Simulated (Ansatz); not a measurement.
Geometry relaxation of Al2As2H (part 4 of 4)

Al2As2H (slab, 10 atoms in the cell); DFT PBEsol, scalar-relativistic, plane waves, PAW, no spin polarisation (Ansatz 0.2.0); cutoff 420 eV, 7×5×1 k-mesh, Gaussian smearing of 0.05 eV. The structure derives from an entry of the Crystallography Open Database. The input holds or restrains some coordinates. Forces given for the steps count only the free coordinates. It belongs to a series of runs on one base structure; here: H2 put at a hollow Al-As-Al site.

Geometry of the input (Å; fractional positions):
```
4.0125  0.0000  0.0000
0.0000  5.6746  0.0000
0.0000  0.0000  25.0188
Al 0.5000  0.5000  0.3397
As 0.0000  0.2500  0.3397
Al 0.0000  0.0000  0.4199
As 0.5000  0.7500  0.4199
Al 0.5000  0.5024  0.5037
As 0.0000  0.2549  0.5004
Al 0.0000  -0.0744  0.5609
As 0.5000  0.7192  0.5886
H  0.5000  0.1902  0.5734
H  0.4885  0.3221  0.5734
```

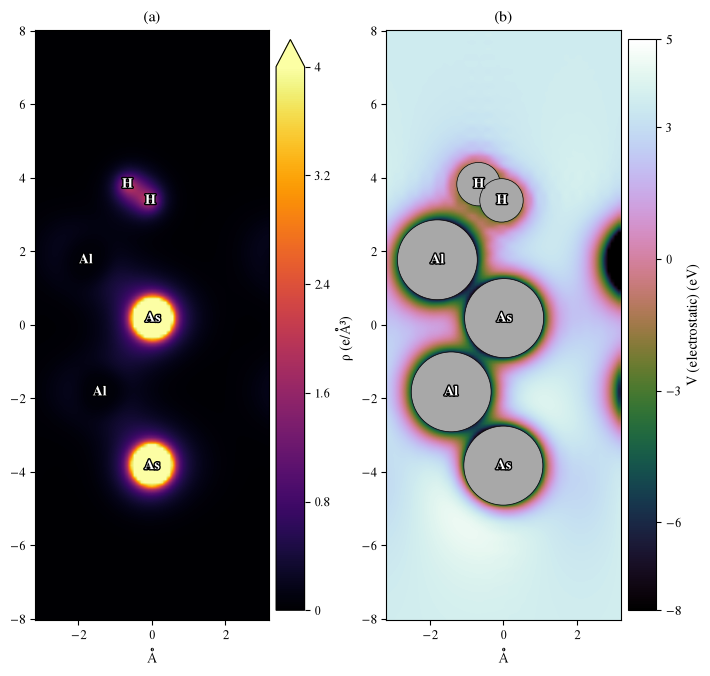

*(a) valence charge density (pseudo); (b) electrostatic potential (local pseudopotential plus Hartree) felt by an electron on the (100) plane of the calculation cell, a cut from vacuum to vacuum. Grey discs, where drawn, cover atomic cores.*

Atoms in the plane: As, Al and H. H–H (0.77 Å): ρ is about 1.7 e/Å³ halfway. Al–As (2.41 Å): ρ is about 0.5 e/Å³ halfway. Al–As (2.46 Å): ρ is about 0.44 e/Å³ halfway. The density dies away to nearly zero in the vacuum. In a PAW calculation such maps are meaningful between the atoms, not at the nuclei.
